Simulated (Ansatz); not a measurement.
**Run report: CoSn2, geometry relaxation (part 4 of 4)**

Continued. System: CoSn2 (I4/mcm, 6 atoms in the cell). Method: DFT r2SCAN, scalar-relativistic, plane waves, PAW, spin-polarised (Ansatz 0.2.0); cutoff 500 eV, 8×8×8 k-mesh, Gaussian smearing of 0.1 eV, collinear spins. The structure derives from an entry of the Crystallography Open Database.

Geometry of the input (Å; fractional positions):
```
-3.1825  3.1825  2.7285
3.1825  -3.1825  2.7285
3.1825  3.1825  -2.7285
Co 0.2500  0.2500  0.0000
Co 0.7500  0.7500  0.0000
Sn 0.6580  0.1580  0.8160
Sn 0.1580  0.3420  0.5000
Sn 0.3420  0.8420  0.1840
Sn 0.8420  0.6580  0.5000
```

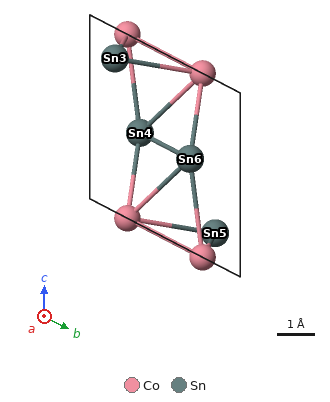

**Figure 1.** The geometry at step 4 of the log (ball-and-stick view of the cell of the calculation, along the a axis; atoms are numbered from 1 in the order of the input).

What the program printed, continued
```
  k-point 1 ↑: bands = ["-82.7413", "-82.7353", "-44.6625", "-44.6110", "-44.6109", "-44.6039", "-44.6039", "-44.5894", "-7.2007", "-7.1663", "-7.1601", "-7.1569", "-7.1289", "-7.1273", "-7.1078", "-7.0850", "-7.0796", "-7.0451", "-7.0344", "-6.9957", "-6.9811", "-6.9593", "-6.9590", "-6.9557", "-6.9430", "-6.9096", "-6.8929", "-6.8745", "2.5522", "8.2213", "9.4634", "9.8311", "11.0681", "11.4465", "11.9548", "12.1067", "12.2501", "12.6209", "12.7701", "13.1352", "13.1716", "14.0817", "14.0856", "14.5194", "14.5314", "14.6156", "15.7285", "16.0001", "16.0650", "16.2473", "18.1699", "19.0451", "19.3254", "22.2743", "22.6563", "23.4639"]
  k-point 2 ↑: bands = ["-82.7413", "-82.7353", "-44.6626", "-44.6111", "-44.6109", "-44.6039", "-44.6039", "-44.5894", "-7.2219", "-7.1840", "-7.1708", "-7.1426", "-7.1297", "-7.1218", "-7.1087", "-7.0801", "-7.0588", "-7.0286", "-7.0223", "-7.0141", "-6.9928", "-6.9606", "-6.9580", "-6.9432", "-6.9280", "-6.9273", "-6.8942", "-6.8699", "2.9453", "7.0207", "9.0080", "9.7982", "11.1832", "11.4348", "11.5604", "11.6400", "12.4701", "13.0452", "13.1174", "13.1495", "13.4890", "14.0859", "14.1216", "14.4912", "14.5463", "15.3503", "16.0198", "16.6968", "16.9860", "17.1263", "17.9980", "18.6610", "18.6833", "22.6625", "23.0596", "23.1167"]
  k-point 58 ↓: bands = ["-82.7413", "-82.7353", "-44.6627", "-44.6111", "-44.6111", "-44.6039", "-44.6039", "-44.5894", "-7.2273", "-7.2195", "-7.2082", "-7.1627", "-7.0977", "-7.0977", "-7.0862", "-7.0862", "-7.0451", "-7.0451", "-7.0422", "-7.0000", "-6.9761", "-6.9276", "-6.9251", "-6.9247", "-6.9247", "-6.9183", "-6.9183", "-6.9078", "6.1578", "6.1578", "6.4841", "7.5985", "8.3263", "8.8643", "12.1426", "12.1426", "12.8669", "13.2967", "13.5558", "14.0319", "14.2828", "14.4448", "14.4448", "15.5484", "15.6670", "16.8146", "17.9405", "18.0191", "18.0191", "18.2872", "18.2872", "20.9964", "21.7176", "21.7176", "22.5224", "24.1003"]
--- Relaxed structure (5 steps of the walk, 4 accepted, 1 SCFs on fresh bases) ---
  F+E_penalty+E_count = -34416.96821423 eV   max|allowed force component| = 1.276e-4 eV/Å   (the final SCF, on the basis selected at the relaxed cell)
  cell:  # Å, volume = 108.0950 Å³
    - [-3.156461178627271, 3.156461178627271, 2.712343749990804]
    - [3.156461178627271, -3.156461178627271, 2.712343749990804]
    - [3.156461178627271, 3.156461178627271, -2.712343749990804]
  atoms:
    - { symbol: Co, position: [0.24999999999999994, 0.24999999999999994, 7.26776004598819e-19] }
    - { symbol: Co, position: [0.7499999999999998, 0.7499999999999998, 7.26776004598819e-19] }
    - { symbol: Sn, position: [0.6668300379111122, 0.1668300379111121, 0.8336600758222242] }
    - { symbol: Sn, position: [0.16683003791111212, 0.333169962088888, 0.5] }
    - { symbol: Sn, position: [0.3331699620888877, 0.8331699620888877, 0.16633992417777585] }
    - { symbol: Sn, position: [0.8331699620888877, 0.666830037911112, 0.5000000000000001] }
--- Löwdin populations: 6 sites ---
  site symbol       q [e]    m [muB]
     0     Co     16.6698     0.0000
     1     Co     16.6698     0.0000
     2     Sn     14.0470    -0.0000
     3     Sn     14.0470    -0.0000
     4     Sn     14.0470    -0.0000
     5     Sn     14.0470    -0.0000
  spilling = 0.005248 (of n_electrons = 90.000000)
```

File populations.tsv
```
# site	symbol	l	j	q_up	q_dn
# orbitals = lowdin
# n_electrons = 90.000000
# spilling = 0.005248
0	Co	0_3S	-	0.989690	0.989690
0	Co	0_4S	-	0.274473	0.274473
0	Co	1_3P	-	2.997803	2.997803
0	Co	2_3D	-	4.072929	4.072929
1	Co	0_3S	-	0.989690	0.989690
1	Co	0_4S	-	0.274473	0.274473
1	Co	1_3P	-	2.997803	2.997803
1	Co	2_3D	-	4.072929	4.072929
2	Sn	0_5S	-	0.738249	0.738249
2	Sn	1_5P	-	1.289141	1.289141
2	Sn	2_4D	-	4.996127	4.996127
3	Sn	0_5S	-	0.738249	0.738249
3	Sn	1_5P	-	1.289141	1.289141
3	Sn	2_4D	-	4.996127	4.996127
4	Sn	0_5S	-	0.738249	0.738249
4	Sn	1_5P	-	1.289141	1.289141
4	Sn	2_4D	-	4.996127	4.996127
5	Sn	0_5S	-	0.738249	0.738249
5	Sn	1_5P	-	1.289141	1.289141
5	Sn	2_4D	-	4.996127	4.996127
```

Trajectory as extended XYZ (Å, eV, eV/Å), 6 frames, from step=1 to step=6
```
6
Lattice="-3.1825 3.1825 2.7285 3.1825 -3.1825 2.7285 3.1825 3.1825 -2.7285" Properties=species:S:1:pos:R:3:forces:R:3 step=1 energy=-34416.80722 pressure_GPa=-2.44
Co    0.0000    0.0000    1.3642    0.0000   0.0000   0.0000
Co    0.0000    0.0000    4.0927    0.0000   0.0000   0.0000
Sn    1.0057    4.1882    0.0000    0.6566   0.6566   0.0000
Sn    2.1768    1.0057    0.0000   -0.6566   0.6566   0.0000
Sn    2.1768   -1.0057    2.7285   -0.6566  -0.6566   0.0000
Sn    1.0057    2.1768    2.7285    0.6566  -0.6566   0.0000
6
Lattice="-3.1599 3.1599 2.7084 3.1599 -3.1599 2.7084 3.1599 3.1599 -2.7084" Properties=species:S:1:pos:R:3:forces:R:3 step=2 energy=-34416.75753 pressure_GPa=1.48 accepted=F
Co    0.0000    0.0000    1.3542    0.0000   0.0000   0.0000
Co    0.0000    0.0000    4.0627    0.0000   0.0000   0.0000
Sn    1.1357    4.2956    0.0000   -0.5713  -0.5713   0.0000
Sn    2.0243    1.1357    0.0000    0.5713  -0.5713   0.0000
Sn    2.0243   -1.1357    2.7084    0.5713   0.5713   0.0000
Sn    1.1357    2.0243    2.7084   -0.5713   0.5713   0.0000
6
Lattice="-3.1606 3.1606 2.7290 3.1606 -3.1606 2.7290 3.1606 3.1606 -2.7290" Properties=species:S:1:pos:R:3:forces:R:3 step=3 energy=-34416.96132 pressure_GPa=-0.89
Co    0.0000    0.0000    1.3645    0.0000   0.0000   0.0000
Co    0.0000    0.0000    4.0935    0.0000   0.0000   0.0000
Sn    1.0657    4.2263    0.0000   -0.0897  -0.0897   0.0000
Sn    2.0949    1.0657    0.0000    0.0897  -0.0897   0.0000
Sn    2.0949   -1.0657    2.7290    0.0897   0.0897   0.0000
Sn    1.0657    2.0949    2.7290   -0.0897   0.0897   0.0000
6
Lattice="-3.1570 3.1570 2.7112 3.1570 -3.1570 2.7112 3.1570 3.1570 -2.7112" Properties=species:S:1:pos:R:3:forces:R:3 step=4 energy=-34416.96875 pressure_GPa=0.00
Co    0.0000    0.0000    1.3556    0.0000   0.0000   0.0000
Co    0.0000    0.0000    4.0668    0.0000   0.0000   0.0000
Sn    1.0535    4.2105    0.0000   -0.0023  -0.0023   0.0000
Sn    2.1035    1.0535    0.0000    0.0023  -0.0023   0.0000
Sn    2.1035   -1.0535    2.7112    0.0023   0.0023   0.0000
Sn    1.0535    2.1035    2.7112   -0.0023   0.0023   0.0000
6
Lattice="-3.1565 3.1565 2.7123 3.1565 -3.1565 2.7123 3.1565 3.1565 -2.7123" Properties=species:S:1:pos:R:3:forces:R:3 step=5 energy=-34416.96877 pressure_GPa=-0.01
Co    0.0000    0.0000    1.3562    0.0000   0.0000   0.0000
Co    0.0000    0.0000    4.0685    0.0000   0.0000   0.0000
Sn    1.0532    4.2096    0.0000   -0.0001  -0.0001   0.0000
Sn    2.1033    1.0532    0.0000    0.0001  -0.0001   0.0000
Sn    2.1033   -1.0532    2.7123    0.0001   0.0001   0.0000
Sn    1.0532    2.1033    2.7123   -0.0001   0.0001   0.0000
6
Lattice="-3.1565 3.1565 2.7123 3.1565 -3.1565 2.7123 3.1565 3.1565 -2.7123" Properties=species:S:1:pos:R:3:forces:R:3 step=6 energy=-34416.96821 pressure_GPa=-0.01
Co    0.0000    0.0000    1.3562    0.0000   0.0000   0.0000
Co    0.0000    0.0000    4.0685    0.0000   0.0000   0.0000
Sn    1.0532    4.2096    0.0000   -0.0001  -0.0001   0.0000
Sn    2.1033    1.0532    0.0000    0.0001  -0.0001   0.0000
Sn    2.1033   -1.0532    2.7123    0.0001   0.0001   0.0000
Sn    1.0532    2.1033    2.7123   -0.0001   0.0001   0.0000
```

Results in brief

- outcome: converged
- space group (tolerance 0.01 Å): I4/mcm (140)
- electrons treated: 90
- free energy: −34416.9682 eV
- Fermi energy: 15.204 eV
- gap on the k-point mesh: none (metallic)
- net moment of the cell: 0.00 μB
- integrated absolute moment: 0.00 μB
- pressure: −0.01 GPa
- final volume: 108.10 Å³
- largest force (length of the vector) at the end: under 0.001 eV/Å
- final cell: a = 5.223 Å, b = 5.223 Å, c = 5.223 Å, α = 105.64°, β = 105.64°, γ = 117.43°
- hardware: 1 thread of Intel Xeon @ 2.50GHz (Skylake/Cascade Lake), 192 GiB of memory available, shared host
- wall time: 23 min
- peak memory: 1.2 GiB

The electronic state found may not be the lowest one. Warnings of the run: some starting moments were not kept.
